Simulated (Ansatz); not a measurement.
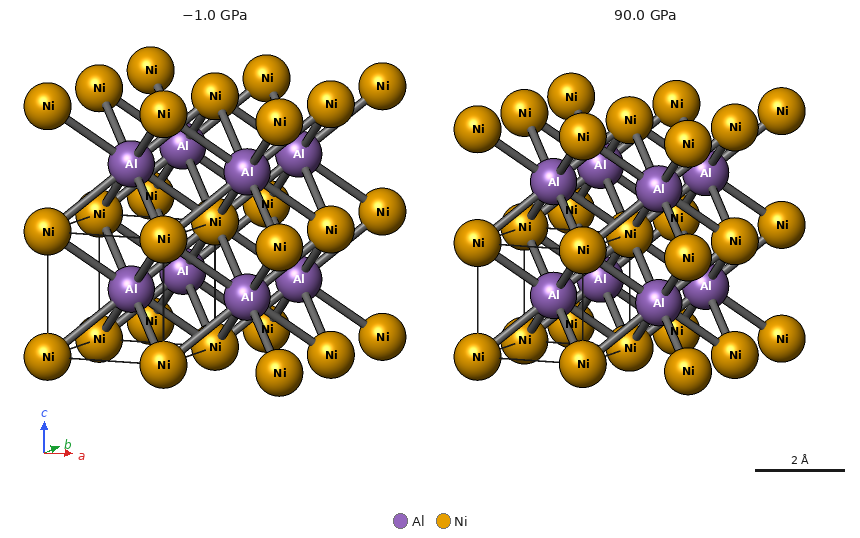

Crystalline AlNi (set up in Pm-3m), relaxed (cell and atoms) at several target pressures. The picture shows the first and the last member. Style: ball-and-stick. Shown: the cell of the calculation, repeated 2 × 2 × 2 with one cell outlined, slightly off an axis.

Computed with Ansatz 0.2.0: DFT PBEsol, scalar-relativistic, plane waves, PAW. Set-up: plane-wave cutoff 420 eV; k-point mesh 14 × 14 × 14 at −1.0 to 25.0, 16 × 16 × 16 at 50.0 and 90.0 GPa; occupations gaussian; smearing width 0.1 eV; no spin polarisation; cell and atoms relaxed; force threshold 0.008 eV/Å.

```
pressure (GPa)  volume (Å³/atom)  a (Å)
          −1.0            11.795  2.868
           0.0            11.726  2.862
           1.0            11.659  2.857
           4.0                 ?      ?
          12.0            11.034  2.805
          25.0            10.471  2.756
          50.0             9.682  2.685
          90.0             8.832  2.604
```

Question: One row is withheld. What does the calculation give there?

Answer: Murnaghan's form V = V₀(1 + B′P/B₀)^(−1/B′), with V₀ = 11.726 Å³ from the row at zero pressure, fits the other rows with B₀ = 177 GPa and B′ = 3.81 (largest miss 0.006 Å³). At 4.0 GPa it gives 11.726 × (1 + 3.81 × 4.0/177)^(−1/3.81) = 11.475 Å³ per atom. The calculation gives 11.468 Å³/atom (a = 2.841 Å). The estimate is 0.007 Å³/atom too high. From the first member to the last: Al–Ni 2.484 → 2.255 Å.

The whole series:

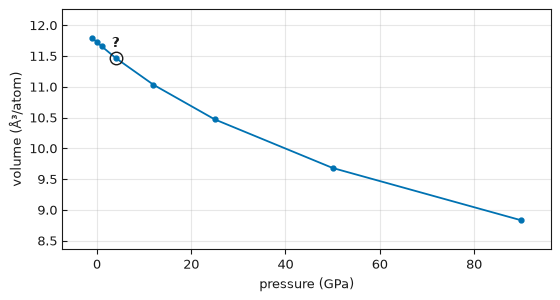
